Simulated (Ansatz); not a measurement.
**Geometry relaxation of SnO2 (part 1 of 2)**

SnO2 (P6₃/mmc, 6 atoms in the cell), computed with DFT r2SCAN, scalar-relativistic, plane waves, PAW, no spin polarisation (Ansatz 0.2.0).

The structure derives from a Materials Project entry.

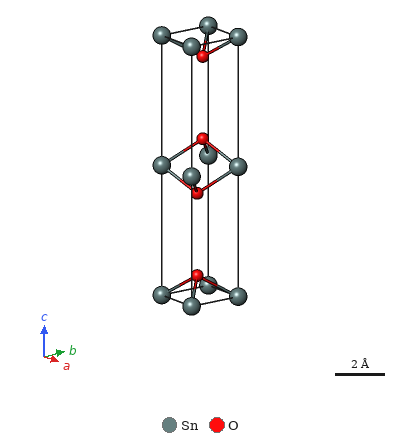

*The structure as given in the input (ball-and-stick view of the cell of the calculation, seen at an oblique angle). An atom can appear more than once, as a periodic image.*

The input:
```yaml
crystal:
  lattice:
    - [3.183892969, 0.0, 0.0]
    - [-1.5919464845, 2.7573321941, 0.0]
    - [0.0, 0.0, 10.8772676369]
  atoms:
    - { symbol: Sn, position: [0.0, 0.0, 0.5] }
    - { symbol: Sn, position: [0.0, 0.0, 0.0] }
    - { symbol: O, position: [0.6666666667, 0.3333333333, 0.4085261131] }
    - { symbol: O, position: [0.6666666667, 0.3333333333, 0.0914738869] }
    - { symbol: O, position: [0.3333333333, 0.6666666667, 0.5914738869] }
    - { symbol: O, position: [0.3333333333, 0.6666666667, 0.9085261131] }
basis:
  ecutwfc: 500
kpoints:
  mp_grid: { grid: [12, 12, 2] }
hamiltonian:
  xc: r2scan
scf:
  occupations: { method: gaussian, width: 0.02 }
output:
  forces: true
  stress: true
  eigenvalues: true
  write_density: true
  write_potential: true
  elf: true
  volumetric_format: npy
relax:
  adjacent_minimum: "off"
  f_tol: 0.005
  max_steps: 80
  cell: { stress_tol: 0.05 }
```

Run as:
```bash
ansatz run input.yaml --threads 1 --pin off --max-ram 2560MiB --backend cpu --events-out ev --progress --plain --runs-dir out
```

Output:
```
Engine: ansatz 0.2.0, aarch64-unknown-linux-gnu
Pseudopotentials: kind: paw
Pseudopotential: Sn, paw, valence charge 14, recommended cutoff 500 eV (meta_gga), Sn.paw.azcp
Pseudopotential: O, paw, valence charge 6, recommended cutoff 500 eV (meta_gga), O.paw.azcp
Functional definition: r2SCAN
  parameter k0 = 0.174
  parameter k1 = 0.065
  parameter a1 = 4.9479
  exchange = r2scan_x(k0 = k0, k1 = k1, a1 = a1)
  correlation = r2scan_c
Crystal: 6 atoms, lattice volume = 95.492 Å³
Basis set: ecut = 500 eV, 2409 PW (Γ), exchange–correlation on 96×96×320 points (64 copies of the dense FFT grid, shifted against one another)
Bands: 32, of which v1, the nominal top of the filled ones, is band 26 counted from 1 (25 counted from 0)
Symmetry: 24 space group operations
Space group: P63/mmc (ITA 194), of the structure as read, at distance tolerance 4.6e-5 Å
k-points: 38 of 288
Non-local potential: Sn, projectors of the file, l = 0: 2, l = 1: 2, l = 2: 2, l = 3: 2
Non-local potential: O, projectors of the file, l = 0: 2, l = 1: 2, l = 2: 1
PAW form: soft (Blöchl's): semilocal exchange-correlation on the pseudo side does not see the compensation charge
PAW frozen core: Sn, regenerated for the run's functional (the file was generated under x = pbe(κ = 0.804, μ = 0.2195149727645171), c = pbe(β = 0.06672455060314922))
PAW frozen core: O, regenerated for the run's functional (the file was generated under x = pbe(κ = 0.804, μ = 0.2195149727645171), c = pbe(β = 0.06672455060314922))
PAW one-centre angular grid: Sn, 590 points (default); XC on 249 of its mesh's 2787 points in the sphere
PAW one-centre angular grid: O, 302 points (default); XC on 160 Gauss nodes
Initial density: superposition of atomic densities (neutral atoms: chi_scale 0, normalization atom), corrected by the library's trained network
Initial wavefunctions: pseudopotential atomic-orbital guess
Functional: x = r2scan, c = r2scan; τ floored in thin density (d = 2e-4 eV/Å³)
SCF iter   1: F=—  HF=-14350.890035 eV  |F-HF|=—  |Δ(HF+E_count)|=         —  Δρ=9.34e-3  dr2=7.29e-2  dr2_τ=2.57e-1  ethr=1.77e-3  ⟨swp⟩=7.3  Hψ=5709  notcnv=0
preconditioner: auto → Resta (q_TF=auto, 2.465 Å⁻¹)  ε∞=2.9  [insulator: Δε(μ)=3.066 eV  Ē_g=20.042 eV  σ=0.020 eV  W_gap=1.00  n_scr=26 (ndim 8)  ℏωp=27.4 eV  f_vac=0.262  D(μ)=0.00/eV (n_scr^D=0)  ε∞_Penn≈2.9]
SCF iter   2: F=—  HF=-14351.010275 eV  |F-HF|=—  |Δ(HF+E_count)|=   1.20e-1  Δρ=5.36e-3  dr2=1.80e-2  dr2_τ=1.27e-3  ethr=1.40e-4  ⟨swp⟩=2.9  Hψ=2397  notcnv=0  defer=71
SCF iter   3: F=—  HF=-14351.008426 eV  |F-HF|=—  |Δ(HF+E_count)|=   1.85e-3  Δρ=9.24e-4  dr2=8.79e-4  dr2_τ=1.42e-4  ethr=3.46e-5  ⟨swp⟩=2.8  Hψ=1724  notcnv=0  defer=71
SCF iter   4: F=—  HF=-14351.008411 eV  |F-HF|=—  |Δ(HF+E_count)|=   1.58e-5  Δρ=2.74e-4  dr2=6.03e-5  dr2_τ=4.73e-6  ethr=1.69e-6  ⟨swp⟩=2.0  Hψ=1812  notcnv=0  defer=71
SCF iter   5: F=—  HF=-14351.008432 eV  |F-HF|=—  |Δ(HF+E_count)|=   2.16e-5  Δρ=1.42e-4  dr2=2.52e-5  dr2_τ=1.33e-6  ethr=1.16e-7  ⟨swp⟩=2.7  Hψ=2282  notcnv=0  defer=71
SCF iter   6: F=—  HF=-14351.008429 eV  |F-HF|=—  |Δ(HF+E_count)|=   3.75e-6  Δρ=6.00e-5  dr2=4.14e-6  dr2_τ=1.09e-7  ethr=4.84e-8  ⟨swp⟩=2.7  Hψ=2067  notcnv=0  defer=71
SCF iter   7: F=-14351.008428 eV  HF=-14351.008428 eV  |F-HF|=4.68e-8  |Δ(HF+E_count)|=   3.35e-7  Δρ=7.77e-6  dr2=6.84e-8  dr2_τ=2.66e-9  ethr=1.92e-10  ⟨swp⟩=14.5  Hψ=10576  notcnv=0
SCF 1 converged in 7 iterations: F = -14351.008428 eV  dr2 = 6.84e-8
  greatest PAW one-centre occupation: 0.996 electrons in one spin orbital (limit 2), on the Sn atom at site 0 (counted from 0), in its partial waves of l = 2
relax step   1: F+E_penalty+E_count = -14351.00842823 eV  Δ(F+E_penalty+E_count) = +0.000e0 eV  max|allowed force component| = 2.701e-2 eV/Å  Δτ_max = 0.0000 Å  P = +0.262 GPa  Ω = 95.492 Å³  (7 SCF iters, dr2 threshold 1.00e-7 eV, accepted)
Crystal: 6 atoms, lattice volume = 96.437 Å³
Basis set: ecut = 500 eV, 2445 PW (Γ), exchange–correlation on 96×96×320 points (64 copies of the dense FFT grid, shifted against one another)
Initial density: handed on by an earlier stage of this run
Initial wavefunctions: those handed on with the density
iter 1 solved again at ethr=1.94e-6 eV; its pass at ethr=3.10e-3 eV (dr2=1.01e-3 eV) is discarded
SCF iter   1: F=—  HF=-14350.997739 eV  |F-HF|=—  |Δ(HF+E_count)|=         —  Δρ=1.77e-3  dr2=9.80e-4  dr2_τ=2.50e-2  ethr=1.94e-6  ⟨swp⟩=2.1  Hψ=6733  notcnv=0
preconditioner: auto → Resta (q_TF=auto, 2.461 Å⁻¹)  ε∞=2.9  [insulator: Δε(μ)=2.963 eV  Ē_g=19.944 eV  σ=0.020 eV  W_gap=1.00  n_scr=26 (ndim 8)  ℏωp=27.3 eV  f_vac=0.271  D(μ)=0.00/eV (n_scr^D=0)  ε∞_Penn≈2.9]
SCF iter   2: F=—  HF=-14351.008467 eV  |F-HF|=—  |Δ(HF+E_count)|=   1.07e-2  Δρ=8.57e-4  dr2=3.15e-4  dr2_τ=2.66e-5  ethr=1.88e-6  ⟨swp⟩=3.0  Hψ=2522  notcnv=0
SCF iter   3: F=—  HF=-14351.008497 eV  |F-HF|=—  |Δ(HF+E_count)|=   2.97e-5  Δρ=4.16e-4  dr2=5.89e-5  dr2_τ=9.12e-6  ethr=6.05e-7  ⟨swp⟩=2.8  Hψ=1892  notcnv=0
SCF iter   4: F=—  HF=-14351.008520 eV  |F-HF|=—  |Δ(HF+E_count)|=   2.27e-5  Δρ=4.74e-5  dr2=2.43e-6  dr2_τ=2.99e-7  ethr=1.13e-7  ⟨swp⟩=2.0  Hψ=2151  notcnv=0
SCF iter   5: F=—  HF=-14351.008523 eV  |F-HF|=—  |Δ(HF+E_count)|=   2.67e-6  Δρ=2.18e-5  dr2=5.35e-7  dr2_τ=2.66e-8  ethr=7.86e-10  ⟨swp⟩=12.5  Hψ=10076  notcnv=0
SCF iter   6: F=-14351.008523 eV  HF=-14351.008523 eV  |F-HF|=1.12e-8  |Δ(HF+E_count)|=   7.54e-7  Δρ=3.45e-6  dr2=7.66e-9  dr2_τ=4.93e-10  ethr=7.86e-10  ⟨swp⟩=12.1  Hψ=9295  notcnv=0
SCF 2 converged in 6 iterations: F = -14351.008523 eV  dr2 = 7.66e-9
  greatest PAW one-centre occupation: 0.996 electrons in one spin orbital (limit 2), on the Sn atom at site 1 (counted from 0), in its partial waves of l = 2
relax step   2: F+E_penalty+E_count = -14351.00852341 eV  Δ(F+E_penalty+E_count) = -9.518e-5 eV  max|allowed force component| = 3.372e-2 eV/Å  Δτ_max = 0.0121 Å  P = -0.073 GPa  Ω = 96.437 Å³  energy of the carried Pulay correction = -3.426e-4 eV  (6 SCF iters, dr2 threshold 4.09e-7 eV, accepted)
Crystal: 6 atoms, lattice volume = 96.394 Å³
Basis set: ecut = 500 eV, 2421 PW (Γ), exchange–correlation on 96×96×320 points (64 copies of the dense FFT grid, shifted against one another)
iter 1 solved again at ethr=7.53e-8 eV; its pass at ethr=3.10e-3 eV (dr2=3.92e-5 eV) is discarded
SCF iter   1: F=—  HF=-14351.009042 eV  |F-HF|=—  |Δ(HF+E_count)|=         —  Δρ=2.74e-4  dr2=3.95e-5  dr2_τ=5.51e-4  ethr=7.53e-8  ⟨swp⟩=3.3  Hψ=7447  notcnv=0
preconditioner: auto → Resta (q_TF=auto, 2.462 Å⁻¹)  ε∞=2.9  [insulator: Δε(μ)=2.980 eV  Ē_g=19.987 eV  σ=0.020 eV  W_gap=1.00  n_scr=26 (ndim 8)  ℏωp=27.3 eV  f_vac=0.270  D(μ)=0.00/eV (n_scr^D=0)  ε∞_Penn≈2.9]
SCF iter   2: F=—  HF=-14351.009132 eV  |F-HF|=—  |Δ(HF+E_count)|=   9.00e-5  Δρ=1.53e-4  dr2=1.49e-5  dr2_τ=5.31e-7  ethr=7.53e-8  ⟨swp⟩=2.0  Hψ=1902  notcnv=0
SCF iter   3: F=—  HF=-14351.009136 eV  |F-HF|=—  |Δ(HF+E_count)|=   4.25e-6  Δρ=6.35e-5  dr2=2.99e-6  dr2_τ=5.25e-7  ethr=2.87e-8  ⟨swp⟩=2.0  Hψ=1772  notcnv=0
SCF iter   4: F=-14351.009136 eV  HF=-14351.009136 eV  |F-HF|=1.23e-7  |Δ(HF+E_count)|=   9.72e-8  Δρ=1.90e-5  dr2=1.44e-7  dr2_τ=1.88e-8  ethr=5.28e-10  ⟨swp⟩=9.2  Hψ=9642  notcnv=0
SCF 3 converged in 4 iterations: F = -14351.009136 eV  dr2 = 1.44e-7
relax step   3: F+E_penalty+E_count = -14351.00913606 eV  Δ(F+E_penalty+E_count) = -6.127e-4 eV  max|allowed force component| = 5.914e-3 eV/Å  Δτ_max = 0.0017 Å  P = +0.031 GPa  Ω = 96.394 Å³  energy of the carried Pulay correction = -3.273e-4 eV  (4 SCF iters, dr2 threshold 2.75e-7 eV, accepted)
Crystal: 6 atoms, lattice volume = 96.989 Å³
Basis set: ecut = 500 eV, 2495 PW (Γ), exchange–correlation on 96×96×320 points (64 copies of the dense FFT grid, shifted against one another)
iter 1 solved again at ethr=7.60e-7 eV; its pass at ethr=3.10e-3 eV (dr2=3.95e-4 eV) is discarded
SCF iter   1: F=—  HF=-14351.004836 eV  |F-HF|=—  |Δ(HF+E_count)|=         —  Δρ=1.08e-3  dr2=3.82e-4  dr2_τ=6.57e-3  ethr=7.60e-7  ⟨swp⟩=2.0  Hψ=7322  notcnv=0
preconditioner: auto → Resta (q_TF=auto, 2.459 Å⁻¹)  ε∞=2.9  [insulator: Δε(μ)=3.005 eV  Ē_g=19.968 eV  σ=0.020 eV  W_gap=1.00  n_scr=26 (ndim 8)  ℏωp=27.2 eV  f_vac=0.274  D(μ)=0.00/eV (n_scr^D=0)  ε∞_Penn≈2.9]
SCF iter   2: F=—  HF=-14351.009189 eV  |F-HF|=—  |Δ(HF+E_count)|=   4.35e-3  Δρ=5.45e-4  dr2=1.34e-4  dr2_τ=9.45e-6  ethr=7.35e-7  ⟨swp⟩=2.4  Hψ=2462  notcnv=0
SCF iter   3: F=—  HF=-14351.009217 eV  |F-HF|=—  |Δ(HF+E_count)|=   2.83e-5  Δρ=2.58e-4  dr2=2.85e-5  dr2_τ=3.42e-6  ethr=2.58e-7  ⟨swp⟩=2.2  Hψ=1718  notcnv=0
SCF iter   4: F=—  HF=-14351.009238 eV  |F-HF|=—  |Δ(HF+E_count)|=   2.04e-5  Δρ=3.27e-5  dr2=1.38e-6  dr2_τ=1.44e-7  ethr=5.47e-8  ⟨swp⟩=2.4  Hψ=1808  notcnv=0
SCF iter   5: F=—  HF=-14351.009240 eV  |F-HF|=—  |Δ(HF+E_count)|=   2.18e-6  Δρ=1.65e-5  dr2=2.54e-7  dr2_τ=1.51e-8  ethr=2.65e-9  ⟨swp⟩=2.2  Hψ=1831  notcnv=0
SCF iter   6: F=-14351.009241 eV  HF=-14351.009241 eV  |F-HF|=8.31e-9  |Δ(HF+E_count)|=   4.28e-7  Δρ=2.14e-6  dr2=3.62e-9  dr2_τ=2.25e-10  ethr=9.10e-11  ⟨swp⟩=11.9  Hψ=9250  notcnv=0
SCF 4 converged in 6 iterations: F = -14351.009241 eV  dr2 = 3.62e-9
relax step   4: F+E_penalty+E_count = -14351.00924051 eV  Δ(F+E_penalty+E_count) = -1.045e-4 eV  max|allowed force component| = 1.112e-3 eV/Å  Δτ_max = 0.0057 Å  P = +0.027 GPa  Ω = 96.989 Å³  energy of the carried Pulay correction = -5.414e-4 eV  (6 SCF iters, dr2 threshold 4.73e-8 eV, accepted)
Crystal: 6 atoms, lattice volume = 97.820 Å³
Basis set: ecut = 500 eV, 2507 PW (Γ), exchange–correlation on 96×96×320 points (64 copies of the dense FFT grid, shifted against one another)
iter 1 solved again at ethr=1.43e-6 eV; its pass at ethr=3.10e-3 eV (dr2=7.45e-4 eV) is discarded
SCF iter   1: F=—  HF=-14350.999690 eV  |F-HF|=—  |Δ(HF+E_count)|=         —  Δρ=1.52e-3  dr2=7.48e-4  dr2_τ=1.34e-2  ethr=1.43e-6  ⟨swp⟩=2.3  Hψ=7391  notcnv=0
preconditioner: auto → Resta (q_TF=auto, 2.456 Å⁻¹)  ε∞=2.8  [insulator: Δε(μ)=3.030 eV  Ē_g=19.957 eV  σ=0.020 eV  W_gap=1.00  n_scr=26 (ndim 8)  ℏωp=27.1 eV  f_vac=0.281  D(μ)=0.00/eV (n_scr^D=0)  ε∞_Penn≈2.8]
SCF iter   2: F=—  HF=-14351.009019 eV  |F-HF|=—  |Δ(HF+E_count)|=   9.33e-3  Δρ=7.46e-4  dr2=2.53e-4  dr2_τ=1.92e-5  ethr=1.43e-6  ⟨swp⟩=3.0  Hψ=2529  notcnv=0
SCF iter   3: F=—  HF=-14351.009066 eV  |F-HF|=—  |Δ(HF+E_count)|=   4.68e-5  Δρ=3.60e-4  dr2=5.34e-5  dr2_τ=6.87e-6  ethr=4.87e-7  ⟨swp⟩=2.3  Hψ=1712  notcnv=0
SCF iter   4: F=—  HF=-14351.009099 eV  |F-HF|=—  |Δ(HF+E_count)|=   3.33e-5  Δρ=4.77e-5  dr2=2.77e-6  dr2_τ=2.69e-7  ethr=1.03e-7  ⟨swp⟩=2.5  Hψ=1944  notcnv=0
SCF iter   5: F=—  HF=-14351.009105 eV  |F-HF|=—  |Δ(HF+E_count)|=   5.35e-6  Δρ=2.16e-5  dr2=4.53e-7  dr2_τ=2.72e-8  ethr=5.33e-9  ⟨swp⟩=2.1  Hψ=1712  notcnv=0
SCF iter   6: F=-14351.009106 eV  HF=-14351.009106 eV  |F-HF|=1.78e-8  |Δ(HF+E_count)|=   8.60e-7  Δρ=2.86e-6  dr2=6.74e-9  dr2_τ=4.25e-10  ethr=1.99e-11  ⟨swp⟩=9.1  Hψ=9298  notcnv=0
SCF 5 converged in 6 iterations: F = -14351.009106 eV  dr2 = 6.74e-9
relax step   5: F+E_penalty+E_count = -14351.00910563 eV  Δ(F+E_penalty+E_count) = +1.349e-4 eV  max|allowed force component| = 1.103e-3 eV/Å  Δτ_max = 0.0082 Å  P = +0.013 GPa  Ω = 97.820 Å³  energy of the carried Pulay correction = -8.384e-4 eV  (6 SCF iters, dr2 threshold 1.04e-8 eV, accepted)
Basis set: ecut = 500 eV, 2507 PW (Γ), exchange–correlation on 96×96×360 points (64 copies of the dense FFT grid, shifted against one another)
Initial wavefunctions: pseudopotential atomic-orbital guess (no wavefunctions were taken with the density)
iter 1 solved again at ethr=6.11e-8 eV; its pass at ethr=3.10e-3 eV (dr2=3.18e-5 eV) is discarded
SCF iter   1: F=—  HF=-14351.008698 eV  |F-HF|=—  |Δ(HF+E_count)|=         —  Δρ=1.64e-4  dr2=8.77e-7  dr2_τ=1.12e-6  ethr=6.11e-8  ⟨swp⟩=4.1  Hψ=9688  notcnv=0
preconditioner: auto → Resta (q_TF=auto, 2.456 Å⁻¹)  ε∞=2.8  [insulator: Δε(μ)=3.026 eV  Ē_g=19.983 eV  σ=0.020 eV  W_gap=1.00  n_scr=26 (ndim 8)  ℏωp=27.1 eV  f_vac=0.281  D(μ)=0.00/eV (n_scr^D=0)  ε∞_Penn≈2.8]
SCF iter   2: F=—  HF=-14351.009889 eV  |F-HF|=—  |Δ(HF+E_count)|=   1.19e-3  Δρ=8.28e-5  dr2=2.03e-7  dr2_τ=3.97e-6  ethr=1.69e-9  ⟨swp⟩=3.0  Hψ=2902  notcnv=0
SCF iter   3: F=—  HF=-14351.009916 eV  |F-HF|=—  |Δ(HF+E_count)|=   2.70e-5  Δρ=1.87e-5  dr2=2.83e-8  dr2_τ=1.89e-7  ethr=3.90e-10  ⟨swp⟩=3.0  Hψ=2657  notcnv=0
SCF iter   4: F=—  HF=-14351.009915 eV  |F-HF|=—  |Δ(HF+E_count)|=   5.11e-7  Δρ=3.18e-6  dr2=3.12e-9  dr2_τ=4.25e-9  ethr=5.45e-11  ⟨swp⟩=2.4  Hψ=1886  notcnv=0
SCF iter   5: F=—  HF=-14351.009915 eV  |F-HF|=—  |Δ(HF+E_count)|=   3.17e-8  Δρ=4.71e-7  dr2=3.57e-10  dr2_τ=1.21e-11  ethr=6.00e-12  ⟨swp⟩=2.3  Hψ=1924  notcnv=0
SCF iter   6: F=—  HF=-14351.009915 eV  |F-HF|=—  |Δ(HF+E_count)|=   1.11e-9  Δρ=1.62e-7  dr2=6.04e-11  dr2_τ=2.61e-12  ethr=1.00e-12  ⟨swp⟩=7.6  Hψ=6250  notcnv=0
SCF iter   7: F=-14351.009915 eV  HF=-14351.009915 eV  |F-HF|=1.46e-11  |Δ(HF+E_count)|=  1.38e-10  Δρ=6.02e-8  dr2=1.08e-11  dr2_τ=2.51e-13  ethr=1.00e-12  ⟨swp⟩=6.8  Hψ=5607  notcnv=0
SCF 6 converged in 7 iterations: F = -14351.009915 eV  dr2 = 1.08e-11
relax step   6: F+E_penalty+E_count = -14351.00991545 eV  Δ(F+E_penalty+E_count) = -8.098e-4 eV  max|allowed force component| = 9.151e-4 eV/Å  Δτ_max = 0.0000 Å  P = +0.012 GPa  Ω = 97.820 Å³  stress off target by 1.29e-2 GPa  SCF on the basis re-selected at this cell (its energy is not comparable with the rows above)  (7 SCF iters)
```

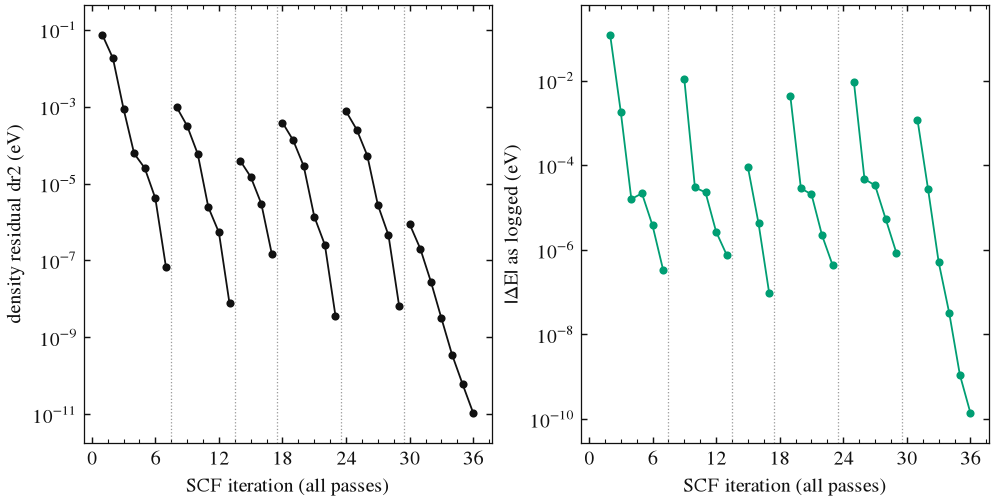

*Convergence of the self-consistent field: density residual dr2 and size of the energy change against the SCF iteration. The dotted lines part the SCF passes of the relaxation: geometry steps, rejected trials and re-solves on a re-selected basis.*

The 6 passes take 4 to 7 iterations each, 36 in all.
